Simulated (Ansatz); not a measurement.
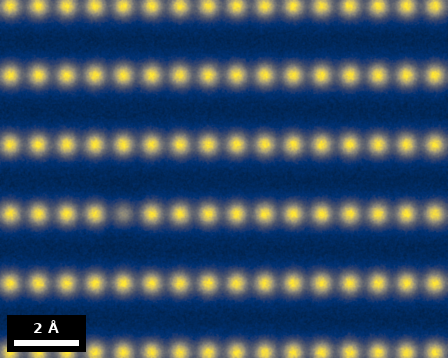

Z-contrast image of Ru (Im-3m, No. 229) along [211]. Simulation: incoherent imaging, intensity Z^1.6 per atom, probe width 0.50 Å, thin sample. The probe carries 25 % of its weight in a tail 2.5 times as wide. The display is stretched by a gamma of 0.8; percentages refer to the linear signal. Shot noise was added.

The sample is 2 repeats (15.0 Å) thick. One point defect was put into the perfect crystal, without relaxing the atoms around it. Brightness is counted from the darkest point of the image. Host structure: the geometry relaxed with DFT, r2SCAN, plane waves (500 eV) with PAW, scalar-relativistic (Ansatz 0.2.0); the starting structure was generated, so it need not be a known form of this composition.

Question: Where is the defect (in Å from the left and the top edge), and what does its contrast suggest?

Answer: At about 4 Å from the left and 7 Å from the top. The column is dimmer, which points to a vacancy or a lighter atom. The column holds 2 atoms (Ru) through the sample, and one Ru atom is missing, so its peak drops to about 50 % of that of its equals.
